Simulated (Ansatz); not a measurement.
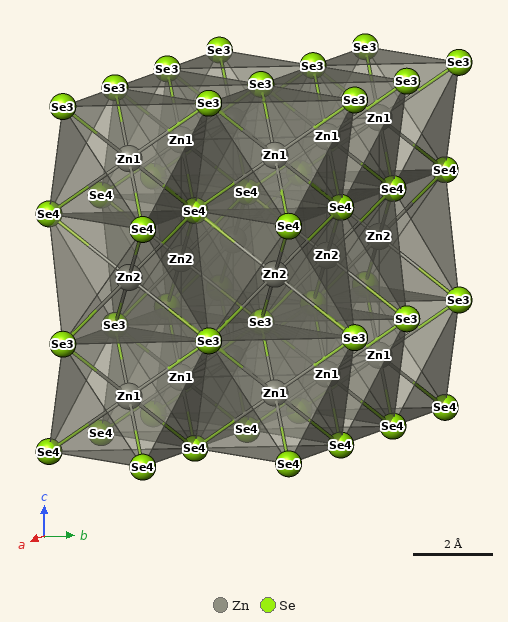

Figure 1. The structure (polyhedral view of the cell of the calculation, repeated 2 × 1 × 1, seen slightly off an axis; polyhedra are completed across the faces of the cell; atoms are numbered from 1 in the order of the input).

# What a change does: single-point calculation on ZnSe

System: ZnSe (P6₃/mmc, 4 atoms in the cell).
Method of run A: independent-particle optics of PBE bands, plane waves, PAW, no spin polarisation (Ansatz 0.2.0).

The structure was built on a prototype by a generator. The geometry comes from this level: r2SCAN. Text and figures count atoms from 1; the logs count them from 0 in places.

## Input, run A
```yaml
crystal:
  lattice:
    - [3.7796697619, 0.0, 0.0]
    - [-1.889834881, 3.2732900317, 0.0]
    - [0.0, 0.0, 6.1318974053]
  atoms:
    - { symbol: Zn, position: [0.0, 0.0, 0.0] }
    - { symbol: Zn, position: [0.0, 0.0, 0.5] }
    - { symbol: Se, position: [0.3333333333, 0.6666666667, 0.25] }
    - { symbol: Se, position: [0.6666666667, 0.3333333333, 0.75] }
kpoints:
  mp_grid: { grid: [6, 6, 4] }
hamiltonian:
  xc: pbe
scf:
  occupations: { method: fermi_dirac, width: 0.02 }
output:
  optics:
    e_range: [0, 12]
    de: 0.05
    sigma: 0.1
    bands: { spectra_wanted_up_to: 12 }
  write_density: true
  write_potential: true
  elf: true
  volumetric_format: npy
```

Command:
```bash
ansatz run input.yaml --threads 4 --pin off --max-ram 3686MiB --backend cpu --events-out ev --progress --plain --runs-dir out
```

Hardware: 4 threads of AMD EPYC (Zen 3), 189 GiB of memory available, shared host.

## Output, shortened to warnings, some set-up lines, iterations and results (run A)
```
WARN: output.optics: on 5 of the rows wanted, those up to 12.000 eV, the energy-loss function is not bounded in the bands left out, and is left empty along some axis. In full: what the bands over the 52 summed would add to eps1, eps2 and the energy-loss function is held between a lower and an upper bound (8 Lanczos steps). eps1, eps2 and their loss function (loss_summed_bands) are given on every …
Basis set: ecut = 420 eV, 1473 PW (Γ)
Symmetry: 24 space group operations
k-points: 21 of 144
Initial density: superposition of atomic densities (neutral atoms: chi_scale 0, normalization atom), corrected by the library's trained network
[...]
SCF iter   1: F=—  HF=-17577.769797 eV  |F-HF|=—  |Δ(HF+E_count)|=         —  Δρ=1.91e-3  dr2=3.68e-3  ethr=1.77e-3  ⟨swp⟩=6.5  Hψ=3074  notcnv=0
SCF iter   2: F=—  HF=-17577.769043 eV  |F-HF|=—  |Δ(HF+E_count)|=   7.54e-4  Δρ=8.43e-4  dr2=8.05e-4  ethr=6.57e-6  ⟨swp⟩=2.0  Hψ=1399  notcnv=0  defer=34
SCF iter   3: F=—  HF=-17577.768711 eV  |F-HF|=—  |Δ(HF+E_count)|=   3.31e-4  Δρ=1.68e-4  dr2=1.68e-5  ethr=1.44e-6  ⟨swp⟩=2.0  Hψ=1359  notcnv=0  defer=34
SCF iter   4: F=—  HF=-17577.768698 eV  |F-HF|=—  |Δ(HF+E_count)|=   1.38e-5  Δρ=6.65e-5  dr2=1.80e-6  ethr=3.00e-8  ⟨swp⟩=2.0  Hψ=1269  notcnv=0  defer=34
SCF iter   5: F=—  HF=-17577.768696 eV  |F-HF|=—  |Δ(HF+E_count)|=   1.23e-6  Δρ=2.46e-5  dr2=2.21e-7  ethr=3.22e-9  ⟨swp⟩=2.0  Hψ=1017  notcnv=0  defer=34
SCF iter   6: F=—  HF=-17577.768696 eV  |F-HF|=—  |Δ(HF+E_count)|=   2.54e-8  Δρ=6.51e-6  dr2=1.40e-8  ethr=3.95e-10  ⟨swp⟩=2.1  Hψ=1077  notcnv=0  defer=34
SCF iter   7: F=—  HF=-17577.768696 eV  |F-HF|=—  |Δ(HF+E_count)|=   9.43e-9  Δρ=1.30e-6  dr2=5.69e-10  ethr=2.49e-11  ⟨swp⟩=2.0  Hψ=1086  notcnv=0  defer=34
SCF iter   8: F=—  HF=-17577.768696 eV  |F-HF|=—  |Δ(HF+E_count)|=  3.49e-10  Δρ=1.37e-7  dr2=1.06e-11  ethr=1.02e-12  ⟨swp⟩=2.0  Hψ=1174  notcnv=0  defer=34
SCF iter   9: F=-17577.768696 eV  HF=-17577.768696 eV  |F-HF|=3.64e-12  |Δ(HF+E_count)|=  3.64e-12  Δρ=2.55e-8  dr2=2.08e-13  ethr=1.00e-12  ⟨swp⟩=6.3  Hψ=2394  notcnv=0
SCF 1 converged in 9 iterations: F = -17577.768696 eV  dr2 = 2.08e-13
NSCF: frozen V_eff on 21 k-points
Optics k sum: 0 of 21 k-points
Optics k sum: 2 of 21 k-points
Optics k sum: 3 of 21 k-points
Optics k sum: 4 of 21 k-points
Optics k sum: 5 of 21 k-points
Optics k sum: 6 of 21 k-points
Optics k sum: 7 of 21 k-points
Optics k sum: 8 of 21 k-points
Optics k sum: 9 of 21 k-points
Optics k sum: 10 of 21 k-points
Optics k sum: 11 of 21 k-points
Optics k sum: 12 of 21 k-points
Optics k sum: 13 of 21 k-points
Optics k sum: 14 of 21 k-points
Optics k sum: 15 of 21 k-points
Optics k sum: 16 of 21 k-points
Optics k sum: 17 of 21 k-points
Optics k sum: 18 of 21 k-points
Optics k sum: 19 of 21 k-points
Optics k sum: 20 of 21 k-points
Optics k sum: 21 of 21 k-points
Optics k sum: 0 of 21 k-points
Optics k sum: 2 of 21 k-points
Optics k sum: 3 of 21 k-points
Optics k sum: 4 of 21 k-points
Optics k sum: 5 of 21 k-points
Optics k sum: 6 of 21 k-points
Optics k sum: 7 of 21 k-points
Optics k sum: 8 of 21 k-points
Optics k sum: 9 of 21 k-points
Optics k sum: 10 of 21 k-points
Optics k sum: 11 of 21 k-points
Optics k sum: 12 of 21 k-points
Optics k sum: 13 of 21 k-points
Optics k sum: 14 of 21 k-points
Optics k sum: 15 of 21 k-points
Optics k sum: 16 of 21 k-points
Optics k sum: 17 of 21 k-points
Optics k sum: 18 of 21 k-points
Optics k sum: 19 of 21 k-points
Optics k sum: 20 of 21 k-points
Optics k sum: 21 of 21 k-points
Optics k sum: 0 of 21 k-points
Optics k sum: 2 of 21 k-points
Optics k sum: 3 of 21 k-points
Optics k sum: 4 of 21 k-points
Optics k sum: 5 of 21 k-points
Optics k sum: 6 of 21 k-points
Optics k sum: 7 of 21 k-points
Optics k sum: 8 of 21 k-points
Optics k sum: 9 of 21 k-points
Optics k sum: 10 of 21 k-points
Optics k sum: 11 of 21 k-points
Optics k sum: 12 of 21 k-points
Optics k sum: 13 of 21 k-points
Optics k sum: 14 of 21 k-points
Optics k sum: 15 of 21 k-points
Optics k sum: 16 of 21 k-points
Optics k sum: 17 of 21 k-points
Optics k sum: 18 of 21 k-points
Optics k sum: 19 of 21 k-points
Optics k sum: 20 of 21 k-points
Optics k sum: 21 of 21 k-points
Optics k sum: 0 of 21 k-points
Optics k sum: 2 of 21 k-points
Optics k sum: 3 of 21 k-points
Optics k sum: 4 of 21 k-points
Optics k sum: 5 of 21 k-points
Optics k sum: 6 of 21 k-points
Optics k sum: 7 of 21 k-points
Optics k sum: 8 of 21 k-points
Optics k sum: 9 of 21 k-points
Optics k sum: 10 of 21 k-points
Optics k sum: 11 of 21 k-points
Optics k sum: 12 of 21 k-points
Optics k sum: 13 of 21 k-points
Optics k sum: 14 of 21 k-points
Optics k sum: 15 of 21 k-points
Optics k sum: 16 of 21 k-points
Optics k sum: 17 of 21 k-points
Optics k sum: 18 of 21 k-points
Optics k sum: 19 of 21 k-points
Optics k sum: 20 of 21 k-points
Optics k sum: 21 of 21 k-points
[...]
```

The input of run B differs as follows (lines with − go, lines with + come):
```diff
-  xc: pbe
+  xc: r2scan
-  write_density: true
-  write_potential: true
-  elf: true
-  volumetric_format: npy
```

What does this change do to the results?

The total energies belong to different methods, so their difference says nothing on which is more stable or more accurate. The functional changes from PBE to r2SCAN. The SCF takes 10 iterations against 9. The default cutoff goes from 420 to 500 eV with the change. The plane waves at Γ go from 1473 to 1943. On the same kind of shared host run B took about 1.6 times as long.

## Output, shortened to warnings, some set-up lines, iterations and results (run B)
```
WARN: output.optics: on 7 of the rows wanted, those up to 12.000 eV, the energy-loss function is not bounded in the bands left out, and is left empty along some axis. In full: what the bands over the 52 summed would add to eps1, eps2 and the energy-loss function is held between a lower and an upper bound (8 Lanczos steps). eps1, eps2 and their loss function (loss_summed_bands) are given on every …
Basis set: ecut = 500 eV, 1943 PW (Γ), exchange–correlation on 120×120×180 points (64 copies of the dense FFT grid, shifted against one another)
Symmetry: 24 space group operations
k-points: 21 of 144
Initial density: superposition of atomic densities (neutral atoms: chi_scale 0, normalization atom), corrected by the library's trained network
[...]
SCF iter   1: F=—  HF=-17609.659277 eV  |F-HF|=—  |Δ(HF+E_count)|=         —  Δρ=1.71e-2  dr2=1.17e-1  dr2_τ=1.02e-2  ethr=1.77e-3  ⟨swp⟩=6.2  Hψ=3073  notcnv=0
SCF iter   2: F=—  HF=-17609.758798 eV  |F-HF|=—  |Δ(HF+E_count)|=   9.95e-2  Δρ=1.85e-2  dr2=1.40e-1  dr2_τ=1.32e-3  ethr=2.09e-4  ⟨swp⟩=2.8  Hψ=1609  notcnv=0  defer=35
SCF iter   3: F=—  HF=-17609.659468 eV  |F-HF|=—  |Δ(HF+E_count)|=   9.93e-2  Δρ=1.31e-3  dr2=1.15e-3  dr2_τ=7.24e-5  ethr=2.09e-4  ⟨swp⟩=2.1  Hψ=1120  notcnv=0  defer=35
SCF iter   4: F=—  HF=-17609.658877 eV  |F-HF|=—  |Δ(HF+E_count)|=   5.91e-4  Δρ=2.18e-4  dr2=4.87e-5  dr2_τ=5.27e-6  ethr=2.06e-6  ⟨swp⟩=2.0  Hψ=1544  notcnv=0  defer=35
SCF iter   5: F=—  HF=-17609.658821 eV  |F-HF|=—  |Δ(HF+E_count)|=   5.62e-5  Δρ=9.72e-5  dr2=4.14e-6  dr2_τ=1.69e-7  ethr=8.70e-8  ⟨swp⟩=2.0  Hψ=1268  notcnv=0  defer=35
SCF iter   6: F=—  HF=-17609.658820 eV  |F-HF|=—  |Δ(HF+E_count)|=   9.11e-7  Δρ=2.52e-5  dr2=4.70e-7  dr2_τ=7.47e-9  ethr=7.39e-9  ⟨swp⟩=2.1  Hψ=1098  notcnv=0  defer=35
SCF iter   7: F=—  HF=-17609.658820 eV  |F-HF|=—  |Δ(HF+E_count)|=   7.83e-8  Δρ=3.49e-6  dr2=4.97e-9  dr2_τ=4.58e-10  ethr=8.39e-10  ⟨swp⟩=2.0  Hψ=1058  notcnv=0  defer=35
SCF iter   8: F=—  HF=-17609.658820 eV  |F-HF|=—  |Δ(HF+E_count)|=   2.77e-9  Δρ=1.05e-6  dr2=4.24e-10  dr2_τ=6.29e-12  ethr=8.87e-12  ⟨swp⟩=2.0  Hψ=1058  notcnv=0  defer=35
SCF iter   9: F=—  HF=-17609.658820 eV  |F-HF|=—  |Δ(HF+E_count)|=  1.09e-10  Δρ=1.78e-7  dr2=1.57e-11  dr2_τ=1.45e-13  ethr=1.00e-12  ⟨swp⟩=2.0  Hψ=1007  notcnv=0  defer=35
SCF iter  10: F=-17609.658820 eV  HF=-17609.658820 eV  |F-HF|=3.64e-12  |Δ(HF+E_count)|=  3.64e-12  Δρ=6.31e-9  dr2=3.53e-14  dr2_τ=6.40e-16  ethr=1.00e-12  ⟨swp⟩=7.2  …
SCF 1 converged in 10 iterations: F = -17609.658820 eV  dr2 = 3.53e-14
NSCF: frozen V_eff on 21 k-points
Optics k sum: 0 of 21 k-points
Optics k sum: 2 of 21 k-points
Optics k sum: 3 of 21 k-points
Optics k sum: 4 of 21 k-points
Optics k sum: 5 of 21 k-points
Optics k sum: 6 of 21 k-points
Optics k sum: 7 of 21 k-points
Optics k sum: 8 of 21 k-points
Optics k sum: 9 of 21 k-points
Optics k sum: 10 of 21 k-points
Optics k sum: 11 of 21 k-points
Optics k sum: 12 of 21 k-points
Optics k sum: 13 of 21 k-points
Optics k sum: 14 of 21 k-points
Optics k sum: 15 of 21 k-points
Optics k sum: 16 of 21 k-points
Optics k sum: 17 of 21 k-points
Optics k sum: 18 of 21 k-points
Optics k sum: 19 of 21 k-points
Optics k sum: 20 of 21 k-points
Optics k sum: 21 of 21 k-points
Optics k sum: 0 of 21 k-points
Optics k sum: 2 of 21 k-points
Optics k sum: 3 of 21 k-points
Optics k sum: 4 of 21 k-points
Optics k sum: 5 of 21 k-points
Optics k sum: 6 of 21 k-points
Optics k sum: 7 of 21 k-points
Optics k sum: 8 of 21 k-points
Optics k sum: 9 of 21 k-points
Optics k sum: 10 of 21 k-points
Optics k sum: 11 of 21 k-points
Optics k sum: 12 of 21 k-points
Optics k sum: 13 of 21 k-points
Optics k sum: 14 of 21 k-points
Optics k sum: 15 of 21 k-points
Optics k sum: 16 of 21 k-points
Optics k sum: 17 of 21 k-points
Optics k sum: 18 of 21 k-points
Optics k sum: 19 of 21 k-points
Optics k sum: 20 of 21 k-points
Optics k sum: 21 of 21 k-points
Optics k sum: 0 of 21 k-points
Optics k sum: 2 of 21 k-points
Optics k sum: 3 of 21 k-points
Optics k sum: 4 of 21 k-points
Optics k sum: 5 of 21 k-points
Optics k sum: 6 of 21 k-points
Optics k sum: 7 of 21 k-points
Optics k sum: 8 of 21 k-points
Optics k sum: 9 of 21 k-points
Optics k sum: 10 of 21 k-points
Optics k sum: 11 of 21 k-points
Optics k sum: 12 of 21 k-points
Optics k sum: 13 of 21 k-points
Optics k sum: 14 of 21 k-points
Optics k sum: 15 of 21 k-points
Optics k sum: 16 of 21 k-points
Optics k sum: 17 of 21 k-points
Optics k sum: 18 of 21 k-points
Optics k sum: 19 of 21 k-points
Optics k sum: 20 of 21 k-points
Optics k sum: 21 of 21 k-points
Optics k sum: 0 of 21 k-points
Optics k sum: 2 of 21 k-points
Optics k sum: 3 of 21 k-points
Optics k sum: 4 of 21 k-points
Optics k sum: 5 of 21 k-points
Optics k sum: 6 of 21 k-points
Optics k sum: 7 of 21 k-points
Optics k sum: 8 of 21 k-points
Optics k sum: 9 of 21 k-points
Optics k sum: 10 of 21 k-points
Optics k sum: 11 of 21 k-points
Optics k sum: 12 of 21 k-points
Optics k sum: 13 of 21 k-points
Optics k sum: 14 of 21 k-points
Optics k sum: 15 of 21 k-points
Optics k sum: 16 of 21 k-points
Optics k sum: 17 of 21 k-points
Optics k sum: 18 of 21 k-points
Optics k sum: 19 of 21 k-points
Optics k sum: 20 of 21 k-points
Optics k sum: 21 of 21 k-points
[...]
```

## The two runs side by side

| quantity | run A | run B |
| --- | --- | --- |
| outcome | converged | converged |
| free energy per atom (eV) | −4394.4422 | −4402.4147 |
| gap on the mesh (eV) | 0.00 | 0.00 |
| SCF iterations | 9 | 10 |
| irreducible k-points | 21 | 21 |
| plane waves at Γ | 1473 | 1943 |
| wall time (shared host) | 2.3 min | 3.6 min |

For both runs: Warnings: the optical spectrum is taken on partly filled bands.
